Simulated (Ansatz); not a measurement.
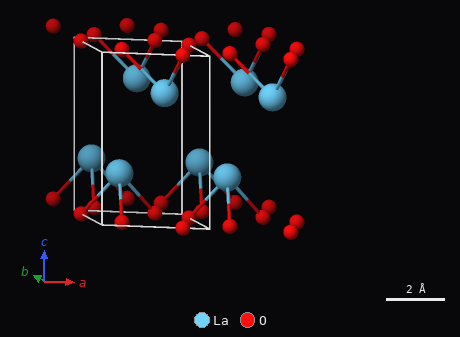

Starting structure of a crystal of La₂O₃ (set up in P321) (coarse preliminary run). Style: ball-and-stick. Shown: the cell of the calculation, repeated 2 × 2 × 1 with one cell outlined, slightly off an axis.

All numbers below come from Ansatz 0.2.0, DFT PBEsol, scalar-relativistic, plane waves, PAW.

Input file:
```yaml
crystal:
  lattice:
    - [3.9299994531, 0.0, 0.0]
    - [-1.9649997266, 3.4034793633, 0.0]
    - [0.0, 0.0, 6.1199990384]
  atoms:
    - { symbol: La, position: [0.3333333333, 0.6666666667, 0.25] }
    - { symbol: La, position: [0.6666666667, 0.3333333333, 0.75] }
    - { symbol: O, position: [0.25, 0.25, 0.0] }
    - { symbol: O, position: [0.75, 0.0, 0.0] }
    - { symbol: O, position: [0.0, 0.75, 0.0] }
basis:
  ecutwfc: 420
kpoints:
  mp_grid: { grid: [6, 6, 4] }
hamiltonian:
  xc: pbesol
scf:
  occupations: { method: gaussian, width: 0.1 }
output:
  forces: true
  stress: true
  eigenvalues: true
relax:
  adjacent_minimum: "off"
  f_tol: 0.05
  max_steps: 80
  cell: { stress_tol: 0.5 }
```

Command:
```bash
ansatz run input.yaml --threads 4 --pin off --max-ram 10240MiB --backend cpu --events-out ev --progress --plain --runs-dir out
```

**What does the optimiser find from here?**

Over 26 accepted moves (30 points after the start) the energy falls by 2610 meV per atom. The largest force component goes from 7.5 to 0.00058 eV/Å. The pressure goes from 36.31 to 0.22 GPa. The line search rejected the trial step at point 11 of the run. The SCF was repeated 3 times at an unchanged geometry on a basis and grid sized afresh for the cell, which shifted the energy by 350 meV per atom at most. The largest moves relative to the cell, 1.57 Å, are those of O3, O4 and O5. O5 goes along −b. By element the largest moves are O 1.57 Å, La 0.81 Å. Cell: a = b 3.930 → 6.285 Å (+59.9 %), c 6.120 → 3.258 Å (−46.8 %). Volume +36.2 %. Among the contacts that change: O3–O4 1.702 → 5.443 Å, La1–La1 6.120 → 3.258 Å, La1–O3 4.829 → 2.439 Å, La1–O3 (another image) 2.143 → 2.438 Å. New bonds form: La1–O3 (4.83 → 2.44 Å), La1–O4 (4.83 → 2.44 Å), La1–O5 (4.83 → 2.44 Å), La2–O3 (4.83 → 2.44 Å). Among the angles between lasting bonds that change: La1–O3–La2 125.4° → 180.0°, O3–La1–O4 74.7° → 80.2°. The space group (tolerance 0.01 Å) goes from P321 (No. 150) to P6/mmm (No. 191). Cost: 43 s on 4 threads of Intel(R) Xeon(R) Platinum 8375C CPU @ 2.90GHz (Ice Lake) (shared host), peak memory 0.5 GiB.

After the run, drawn alike:

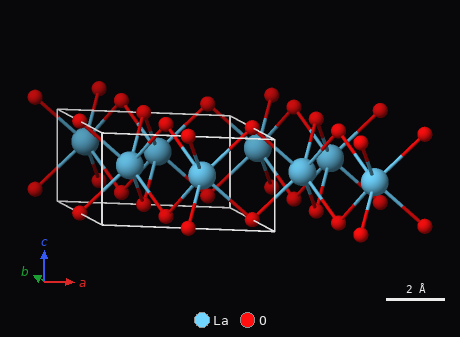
